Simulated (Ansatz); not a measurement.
**Si16O31 (charge +1): field-gradient calculation (part 2 of 4)**

The same run, continued: Si16O31 (defect cell, 47 atoms in the cell, total charge +1); DFT, PBE, plane waves, PAW, spin-polarised (Ansatz 0.2.0); cutoff 420 eV, 2×2×2 k-mesh, cold smearing of 0.001 eV, collinear spins. The structure derives from an entry of the Crystallography Open Database.

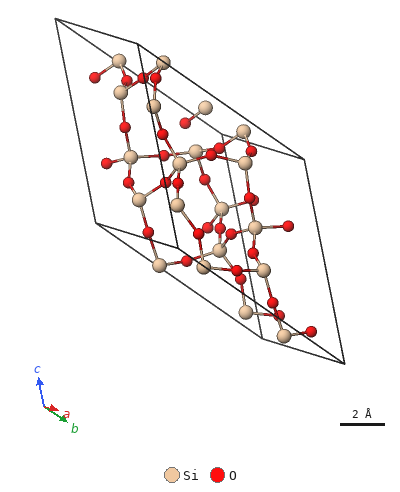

*The input geometry (ball-and-stick view of the reduced cell, seen slightly off an axis).*

### Output, continued
```
SCF iter   1: F=—  HF=-27847.538698 eV  |F-HF|=—  |Δ(HF+E_count)|=         —  Δρ=6.38e-2 (↑6.38e-2 ↓6.36e-2)  dr2=1.13e2  dr2_m=8.75e-2  M=1.000 μB ∫|m|=1.024 μB  β_m=0.20  ethr=3.10e-3  ⟨swp⟩=6.0  Hψ=12041  notcnv=0  defer=315
preconditioner: auto → Resta (q_TF=auto, 2.272 Å⁻¹)  ε∞=2.4  [insulator: Δε(μ)=0.268 eV  Ē_g=17.923 eV  σ=0.001 eV  W_gap=1.00  n_scr=160 (ndim 2)  ℏωp=21.4 eV  f_vac=0.166  D(μ)=0.00/eV (n_scr^D=0)  ε∞_Penn≈2.4]
spin=Collinear: Resta preconditioning applied to the charge; magnetization (m = ρ↑ − ρ↓) channel mixes plain (no charge-response kernel on spin).
SCF iter   2: F=—  HF=-27825.396333 eV  |F-HF|=—  |Δ(HF+E_count)|=    2.21e1  S|Δr|=    0.00e0  Δρ=3.81e-2 (↑3.81e-2 ↓3.79e-2)  dr2=4.34e1  dr2_m=5.98e-2  M=1.000 μB ∫|m|=1.022 μB  β_m=0.20  ethr=3.10e-3  ⟨swp⟩=3.0  Hψ=5197  notcnv=0  defer=663  κ⁻¹=1.0e0(r=1)
SCF iter   3: F=—  HF=-27813.784977 eV  |F-HF|=—  |Δ(HF+E_count)|=    1.16e1  S|Δr|=    0.00e0  Δρ=1.72e-2 (↑1.66e-2 ↓1.72e-2)  dr2=3.79e0  dr2_m=3.80e-2  M=1.000 μB ∫|m|=1.150 μB  β_m=0.20  ethr=3.10e-3  ⟨swp⟩=3.6  Hψ=4821  notcnv=0  defer=667  κ⁻¹=1.0e0(r=1)
SCF iter   4: F=—  HF=-27813.639330 eV  |F-HF|=—  |Δ(HF+E_count)|=   1.46e-1  S|Δr|=    0.00e0  Δρ=1.39e-2 (↑1.33e-2 ↓1.39e-2)  dr2=2.48e0  dr2_m=2.80e-2  M=1.000 μB ∫|m|=1.024 μB  β_m=0.20  ethr=1.52e-3  ⟨swp⟩=1.6  Hψ=3189  notcnv=0  defer=661  κ⁻¹=1.0e0(r=1)
SCF iter   5: F=—  HF=-27813.457903 eV  |F-HF|=—  |Δ(HF+E_count)|=   1.81e-1  S|Δr|=    0.00e0  Δρ=2.63e-3 (↑2.63e-3 ↓2.00e-3)  dr2=1.05e-1  dr2_m=1.58e-2  M=1.000 μB ∫|m|=1.016 μB  β_m=0.20  ethr=9.94e-4  ⟨swp⟩=3.9  Hψ=4206  notcnv=0  defer=662  κ⁻¹=1.0e0(r=1)
SCF iter   6: F=—  HF=-27813.478647 eV  |F-HF|=—  |Δ(HF+E_count)|=   2.07e-2  S|Δr|=    0.00e0  Δρ=2.11e-3 (↑2.11e-3 ↓1.62e-3)  dr2=4.65e-2  dr2_m=1.37e-2  M=1.000 μB ∫|m|=1.016 μB  β_m=0.20  ethr=4.21e-5  ⟨swp⟩=2.2  Hψ=3264  notcnv=0  defer=668  κ⁻¹=1.0e0(r=1)
SCF iter   7: F=—  HF=-27813.500935 eV  |F-HF|=—  |Δ(HF+E_count)|=   2.23e-2  S|Δr|=    0.00e0  Δρ=1.64e-3 (↑1.64e-3 ↓1.41e-3)  dr2=2.40e-2  dr2_m=1.02e-2  M=1.000 μB ∫|m|=1.017 μB  β_m=0.20  ethr=1.87e-5  ⟨swp⟩=3.0  Hψ=2711  notcnv=0  defer=668  κ⁻¹=1.0e0(r=1)
SCF iter   8: F=—  HF=-27813.522604 eV  |F-HF|=—  |Δ(HF+E_count)|=   2.17e-2  S|Δr|=    0.00e0  Δρ=1.20e-3 (↑1.18e-3 ↓1.20e-3)  dr2=6.86e-3  dr2_m=7.27e-3  M=1.000 μB ∫|m|=1.018 μB  β_m=0.80  ethr=9.64e-6  ⟨swp⟩=3.0  Hψ=3298  notcnv=0  defer=668
Mixer restart at iter 8: flushing history
spin-set hold released at iteration 8 (site moments contracting): the magnetisation degrees of freedom join the quasi-Newton model from the next iteration; the mixer history was flushed
SCF iter   9: F=—  HF=-27813.540893 eV  |F-HF|=—  |Δ(HF+E_count)|=   1.83e-2  S|Δr|=    0.00e0  Δρ=6.62e-4 (↑6.03e-4 ↓6.62e-4)  dr2=6.14e-3  dr2_m=1.12e-3  M=1.000 μB ∫|m|=1.026 μB  β_m=0.80  ethr=2.75e-6  ⟨swp⟩=4.0  Hψ=5328  notcnv=0  defer=668  κ⁻¹=1.0e0(r=1)
SCF iter  10: F=—  HF=-27813.545485 eV  |F-HF|=—  |Δ(HF+E_count)|=   4.59e-3  S|Δr|=    0.00e0  Δρ=4.11e-4 (↑3.79e-4 ↓4.11e-4)  dr2=4.72e-3  dr2_m=5.96e-5  M=1.000 μB ∫|m|=1.035 μB  β_m=0.80  ethr=2.47e-6  ⟨swp⟩=3.5  Hψ=4073  notcnv=0  defer=668  κ⁻¹=1.0e0(r=1)
SCF iter  11: F=—  HF=-27813.546855 eV  |F-HF|=—  |Δ(HF+E_count)|=   1.37e-3  S|Δr|=    0.00e0  Δρ=2.67e-4 (↑2.67e-4 ↓2.43e-4)  dr2=2.23e-3  dr2_m=3.00e-5  M=1.000 μB ∫|m|=1.041 μB  β_m=0.80  ethr=1.90e-6  ⟨swp⟩=3.2  Hψ=3558  notcnv=0  defer=668  κ⁻¹=1.0e0(r=1)
SCF iter  12: F=—  HF=-27813.547705 eV  |F-HF|=—  |Δ(HF+E_count)|=   8.51e-4  S|Δr|=    0.00e0  Δρ=1.45e-4 (↑1.45e-4 ↓1.36e-4)  dr2=3.54e-4  dr2_m=7.66e-5  M=1.000 μB ∫|m|=1.043 μB  β_m=0.80  ethr=8.96e-7  ⟨swp⟩=4.0  Hψ=3740  notcnv=0  defer=668  κ⁻¹=1.0e0(r=1)
SCF iter  13: F=—  HF=-27813.548040 eV  |F-HF|=—  |Δ(HF+E_count)|=   3.35e-4  S|Δr|=    0.00e0  Δρ=9.26e-5 (↑7.68e-5 ↓9.26e-5)  dr2=2.52e-4  dr2_m=1.37e-5  M=1.000 μB ∫|m|=1.042 μB  β_m=0.80  ethr=1.42e-7  ⟨swp⟩=3.5  Hψ=4048  notcnv=0  defer=668  κ⁻¹=1.0e0(r=1)
SCF iter  14: F=—  HF=-27813.548119 eV  |F-HF|=—  |Δ(HF+E_count)|=   7.83e-5  S|Δr|=    0.00e0  Δρ=5.35e-5 (↑4.78e-5 ↓5.35e-5)  dr2=1.44e-4  dr2_m=2.15e-7  M=1.000 μB ∫|m|=1.041 μB  β_m=0.80  ethr=1.01e-7  ⟨swp⟩=3.5  Hψ=3524  notcnv=0  defer=668  κ⁻¹=1.0e0(r=1)
SCF iter  15: F=—  HF=-27813.548112 eV  |F-HF|=—  |Δ(HF+E_count)|=   6.40e-6  S|Δr|=    0.00e0  Δρ=3.84e-5 (↑3.84e-5 ↓2.26e-5)  dr2=3.38e-5  dr2_m=2.18e-6  M=1.000 μB ∫|m|=1.040 μB  β_m=0.80  ethr=5.78e-8  ⟨swp⟩=3.1  Hψ=3683  notcnv=0  defer=668  κ⁻¹=1.0e0(r=1)
SCF iter  16: F=—  HF=-27813.547870 eV  |F-HF|=—  |Δ(HF+E_count)|=   2.43e-4  S|Δr|=    0.00e0  Δρ=2.36e-5 (↑2.36e-5 ↓1.92e-5)  dr2=9.70e-6  dr2_m=9.36e-7  M=1.000 μB ∫|m|=1.041 μB  β_m=0.80  ethr=1.36e-8  ⟨swp⟩=2.5  Hψ=4053  notcnv=0  defer=668  κ⁻¹=1.0e0(r=1)
SCF iter  17: F=—  HF=-27813.547871 eV  |F-HF|=—  |Δ(HF+E_count)|=   1.75e-6  S|Δr|=    0.00e0  Δρ=1.37e-5 (↑1.32e-5 ↓1.37e-5)  dr2=4.54e-6  dr2_m=1.19e-7  M=1.000 μB ∫|m|=1.041 μB  β_m=0.80  ethr=3.89e-9  ⟨swp⟩=2.5  Hψ=3475  notcnv=0  defer=668  κ⁻¹=1.0e0(r=1)
SCF iter  18: F=—  HF=-27813.547872 eV  |F-HF|=—  |Δ(HF+E_count)|=   2.62e-7  S|Δr|=    0.00e0  Δρ=8.31e-6 (↑8.21e-6 ↓8.31e-6)  dr2=1.77e-6  dr2_m=4.39e-9  M=1.000 μB ∫|m|=1.041 μB  β_m=0.80  ethr=1.82e-9  ⟨swp⟩=2.1  Hψ=3808  notcnv=0  defer=668  κ⁻¹=1.0e0(r=1)
SCF iter  19: F=—  HF=-27813.547872 eV  |F-HF|=—  |Δ(HF+E_count)|=   2.64e-7  S|Δr|=    0.00e0  Δρ=5.86e-6 (↑5.86e-6 ↓5.53e-6)  dr2=5.71e-7  dr2_m=1.51e-8  M=1.000 μB ∫|m|=1.041 μB  β_m=0.80  ethr=7.10e-10  ⟨swp⟩=2.0  Hψ=3595  notcnv=0  defer=668  κ⁻¹=1.0e0(r=1)
SCF iter  20: F=—  HF=-27813.547872 eV  |F-HF|=—  |Δ(HF+E_count)|=   2.69e-7  S|Δr|=    0.00e0  Δρ=3.77e-6 (↑3.77e-6 ↓3.77e-6)  dr2=1.98e-7  dr2_m=5.48e-9  M=1.000 μB ∫|m|=1.041 μB  β_m=0.80  ethr=2.29e-10  ⟨swp⟩=2.2  Hψ=3328  notcnv=0  defer=668  κ⁻¹=1.0e0(r=1)
iter 21 did not close the SCF: its close was put off for a magnetic moment that had not settled (scf_convergence_deferred on its scf_iter line)
SCF iter  21: F=-27813.547872 eV  HF=-27813.547872 eV  |F-HF|=3.79e-8  |Δ(HF+E_count)|=   1.23e-7  S|Δr|=    0.00e0  Δρ=2.19e-6 (↑2.13e-6 ↓2.19e-6)  dr2=7.98e-8  dr2_m=5.12e-10  M=1.000 μB ∫|m|=1.041 μB  β_m=0.80  ethr=4.02e-11  ⟨swp⟩=22.7  Hψ=26283  notcnv=0  κ⁻¹=1.0e0(r=1)
SCF iter  22: F=-27813.547872 eV  HF=-27813.547872 eV  |F-HF|=8.39e-9  |Δ(HF+E_count)|=   4.31e-8  S|Δr|=    0.00e0  Δρ=1.11e-6 (↑1.11e-6 ↓1.11e-6)  dr2=3.66e-8  dr2_m=3.31e-11  M=1.000 μB ∫|m|=1.041 μB  ethr=3.20e-11  ⟨swp⟩=6.9  Hψ=15247  notcnv=0
SCF 1 converged in 22 iterations: F = -27813.547872 eV  dr2 = 3.66e-8
  greatest PAW one-centre occupation: 0.867 electrons in one spin orbital (limit 2), on the O atom at site 26 (counted from 0), in its partial waves of l = 0
this state was not tested for a lower state beside it, because cold or Methfessel-Paxton smearing, or corrected tetrahedra, fill the levels in a way that the test cannot read (fill_not_monotonic; see scf.lower_state_search)
SCF converged after 22 iterations
Magnetization: 1.0000 μB (125.0000 up, 124.0000 down)
Absolute magnetization: 1.0447 μB (∫|ρ↑−ρ↓|, with the PAW one-centre terms)
Spin contamination: 0.0021 ħ² per cell (⟨S²⟩ above its minimum at these occupations)
Per-site moments (μB) at R_I (Å): [(0.00105297910570472, 0.6413228338505693), (-1.0698627490541235e-5, 0.6413228338505693), (-3.615906885030371e-6, 0.6413228338505695), (0.026256184743533428, 0.6413228338505688), (5.0142327034997555e-5, 0.6413228338505693), (-6.216539707437726e-6, 0.6413228338505694), (0.00041717872257275796, 0.6413228338505691), (-1.049285236703346e-5, 0.6413228338505695), (0.00012801757009552473, 0.6519413112607536), (-1.0862642768889479e-5, 0.6519413112607536), (-6.4783456781133374e-6, 0.6519413112607536), (0.000564890009374357, 0.6519413112607534), (-1.542842931742756e-5, 0.6519413112607534), (0.0010487441293056362, 0.6519413112607537), (0.025620472148837486, 0.6519413112607536), (-2.632613364849339e-6, 0.6519413112607538), (0.01111083780104993, 0.6519413112607536), (0.00040238514702057963, 0.6519413112607536), (5.466176220987918e-5, 0.6519413112607536), (0.052006647991347625, 0.6519413112607534), (0.00045890275661378494, 0.6519413112607534), (0.0004898658586698247, 0.6519413112607537), (0.040874856327521275, 0.6519413112607536), (0.00021119393014392885, 0.6519413112607538), (0.0006897164019426865, 0.6413228338505695), (0.00953967504600371, 0.6413228338505691), (0.04540950681560138, 0.6413228338505693), (2.395526743508964e-5, 0.6413228338505694), (0.04144734442480616, 0.6413228338505688), (0.0002528722964550359, 0.6413228338505695), (0.00041262574075365976, 0.6413228338505693), (0.0004896261776799978, 0.6413228338505693), (0.000206394158370819, 0.6506734714441191), (0.0025037711242210598, 0.6506734714441188), (0.002352965181020119, 0.6506734714441192), (9.821870090157445e-5, 0.6506734714441191), (0.0007875825498417282, 0.6506734714441189), (-3.377613104083148e-5, 0.6506734714441191), (7.705948574736313e-5, 0.6506734714441196), (0.0006956578292734489, 0.647870966727859), (0.013932221966793796, 0.6478709667278592), (0.0004985397180298073, 0.6478709667278592), (0.0009137299567915969, 0.647870966727859), (0.040837558595700166, 0.647870966727859), (0.00019923019610368941, 0.647870966727859), (0.00029323372088288074, 0.647870966727859), (0.03204098061650777, 0.647870966727859)]
Free energy (F): -27813.547872 eV
Harris-Foulkes:  -27813.547872 eV  (|F-HF|=8.39e-9)
Internal energy: -27813.547872 eV  (E = F + TS)
E sigma→0 (E₀):  -27813.547872 eV
Fermi energy:    0.997921 eV
Step filling:    the computed levels leave a gap of 0.2247 eV = 224.7 smearing widths at the electron count; against every level under it full and every level over it empty, smearing changes F+E_penalty+E_count by +0.00e0 meV and its σ→0 estimate by +0.00e0 meV
--- Per-component energies (eV) ---
  E_band       = -1570.246406
  E_kinetic    = 6253.503061
  E_local      = -19186.113345  (includes V_loc(G=0)·N_el)
  E_nonlocal   = 1877.436133
  E_hartree    = 7179.789491
  E_xc         = -3182.050908
  E_vxc        = -3682.853184  (∫ρ·V_xc dr)
  E_paw        = -13143.775525  (= ΣΔE_a)
  E_vpaw       = -1191.896090  (= ΣTr[D̂ρ^β])
  E_aug_tail   = 0.080534  (compensation charges beyond the density's cutoff)
  E_ewald      = -7612.417314
  E_smearing   = -0.000000  (= −TS)
  E_closure    = -0.000000  (closes the sum)
  E_deformation_potential = 9.495731  (in the stress; not in F)
  Σ components = -27813.547872   (vs F -27813.547872, Δ=0.00e0)
--- Forces (eV/Å), atoms counted from 1 ---
  atom   1  Si     2.15696192     0.94902579     2.60480588
  atom   2  Si     1.14580631     2.39968289     2.17594221
  atom   3  Si    -1.22451962    -1.98450592     2.33594194
  atom   4  Si    -1.21324967    -2.75603849     2.17645458
  atom   5  Si    -0.56007768     2.58398274    -3.62679765
  atom   6  Si    -1.44731629     2.07359412    -1.87761093
  atom   7  Si     0.09371419    -1.17569309    -1.63774261
  atom   8  Si     1.59842945    -2.12015280    -2.32516664
  atom   9  Si    -0.19551777     0.88524694     0.04528769
  atom  10  Si     1.04902347    -0.65122949     0.43404824
  atom  11  Si    -0.81100078     0.42758903     0.14848826
  atom  12  Si    -1.70875059    -0.23371358     1.81406211
  atom  13  Si    -1.22474543    -0.09637520    -0.41357032
  atom  14  Si     0.02441342    -1.24062575    -0.95126164
  atom  15  Si     1.75003724     0.54157519     0.73740754
  atom  16  Si     0.88392049     0.24870564    -0.58581203
  atom  17  O     -1.18573885    -1.67774042    -1.45826504
  atom  18  O     -1.24565917    -1.65057103    -1.45754210
  atom  19  O      1.15995222     1.55599566    -1.36976325
  atom  20  O      2.19092179     2.82543972    -2.06110100
  atom  21  O      1.37500766    -1.94159256     1.76750784
  atom  22  O      1.00592686    -1.40661103     1.32879977
  atom  23  O     -0.81327039     0.57016123     0.13211869
  atom  24  O     -1.36566750     1.74812514     1.59940604
  atom  25  O      2.40736790     1.32101000     1.97008455
  atom  26  O      2.46789330     1.40746580     1.90570880
  atom  27  O     -3.46361709    -2.11087208     2.15488037
  atom  28  O     -2.31578409    -1.32241039     1.83286714
  atom  29  O     -1.16366288     1.34798208    -0.69223685
  atom  30  O     -2.50346838     1.48820300    -2.03866031
  atom  31  O      2.11688895    -1.13090774    -1.78086013
  atom  32  O      2.72751917    -1.53376312    -2.19934289
  atom  33  O      0.31918950     1.10263732     0.62630224
  atom  34  O     -0.26632200    -0.82046976     0.41297335
  atom  35  O     -0.55551649    -1.17401042     0.86824047
  atom  36  O     -0.10474423     0.82624851    -0.46990096
  atom  37  O     -0.42598217     1.31372636    -0.96368136
  atom  38  O      0.65352519    -1.37096379    -0.82770459
  atom  39  O      0.03947923    -0.92688367    -0.26768951
  atom  40  O      1.31638295     0.71227607     0.32823280
  atom  41  O      1.21060006     0.80438609     0.36894246
  atom  42  O     -1.32891232    -1.09106142     0.52960420
  atom  43  O     -0.97624675    -0.67591443     0.15329244
  atom  44  O     -2.43223618     1.52171440    -1.43574209
  atom  45  O     -1.16762842     0.66771755    -0.23465075
  atom  46  O      1.35880874    -0.89436563    -0.43295337
  atom  47  O      0.64786158     0.66398712     0.65665626
  max |Σ_I F_I| component: 6.59e-6 eV/Å
--- Stress (GPa, compression-positive) ---
        5.311588      -0.568720      -0.671197
       -0.568721       3.623730      -0.691140
       -0.671199      -0.691139       5.413518
  P = ⅓ Tr σ = 4.7829 GPa (47.829 kbar)
```
